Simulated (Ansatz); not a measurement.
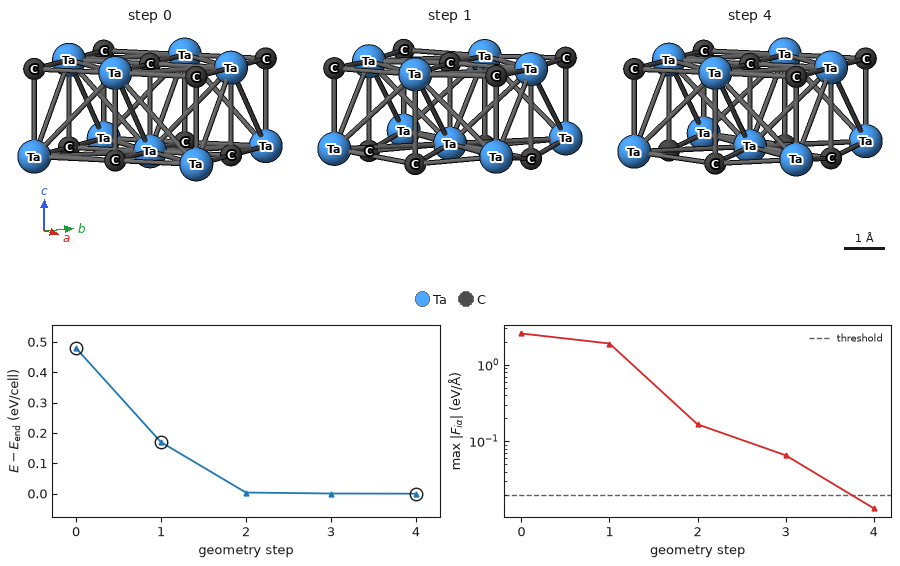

Frames of a relaxation of a slab of composition TaC (cut from the Fm-3m phase), marked on the history of the run. The picture is a ball-and-stick view of the atoms within 4.2 Å of the atom that moves most (axes of the 3 × 2 repeat of the cell, outlined in the plane, without the vacuum), seen slightly off an axis.

The slab is the (1 0 0) face of TaC.

Computed with DFT PBE, scalar-relativistic, plane waves, PAW (Ansatz).

Input file:
```yaml
crystal:
  lattice:
    - [3.1644852995, 0.0, 0.0]
    - [0.0, 3.1644852995, 0.0]
    - [0.0, 0.0, 23.9505160569]
  atoms:
    - { symbol: Ta, position: [0.5, 0.5, 0.3131456534] }
    - { symbol: C, position: [0.0, 0.0, 0.3131456534] }
    - { symbol: Ta, position: [0.0, 0.0, 0.4065728267] }
    - { symbol: C, position: [0.5, 0.5, 0.4065728267] }
    - { symbol: Ta, position: [0.5, 0.5, 0.5] }
    - { symbol: C, position: [0.0, 0.0, 0.5] }
    - { symbol: Ta, position: [0.0, 0.0, 0.5934271733] }
    - { symbol: C, position: [0.5, 0.5, 0.5934271733] }
    - { symbol: Ta, position: [0.5, 0.5, 0.6868543466] }
    - { symbol: C, position: [0.0, 0.0, 0.6868543466] }
basis:
  ecutwfc: 420
kpoints:
  mp_grid: { grid: [11, 11, 1] }
hamiltonian:
  xc: pbe
scf:
  occupations: { method: gaussian, width: 0.1 }
output:
  forces: true
  eigenvalues: true
  write_density: true
  write_potential: true
  elf: true
  volumetric_format: npy
relax:
  adjacent_minimum: "off"
  f_tol: 0.02
  max_steps: 60
efield:
  axis: 3
  dipole_correction: true
  ramp_width: 0.04
```

Run as
```bash
ansatz run input.yaml --threads 2 --pin off --max-ram 5120MiB --backend cpu --events-out ev --progress --plain --runs-dir out
```

**What happens along the run?**

The largest moves, 0.13 Å, are those of Ta1 and Ta9. Ta1 goes along the normal (+c). Largest moves by element: Ta 0.13 Å, C 0.08 Å. The cell doesn't change. Among the contacts that change: Ta1–C4 2.238 → 2.110 Å, Ta1–Ta3 3.164 → 3.079 Å, C2–Ta3 2.238 → 2.319 Å, Ta1–C2 2.238 → 2.247 Å. Over 4 geometry steps the energy falls by 0.480 eV per cell of the calculation. Largest force component: 2.6 eV/Å at the start, 0.013 eV/Å at the end. Cost: 120 s on 2 threads of Arm Neoverse V1 (shared host), peak memory 0.58 GiB. From step 0 to 1: Ta atoms move most (0.20 Å), energy −0.310 eV per cell of the calculation. From step 1 to 4: Ta atoms move most (0.07 Å), energy −0.170 eV per cell of the calculation.

| step | E − E(0), meV/atom | largest force component, eV/Å |
| --- | --- | --- |
| 0 | 0.00 | 2.5640 |
| 1 | -31.01 | 1.8957 |
| 2 | -47.62 | 0.1658 |
| 3 | -47.94 | 0.0653 |
| 4 | -48.00 | 0.0132 |
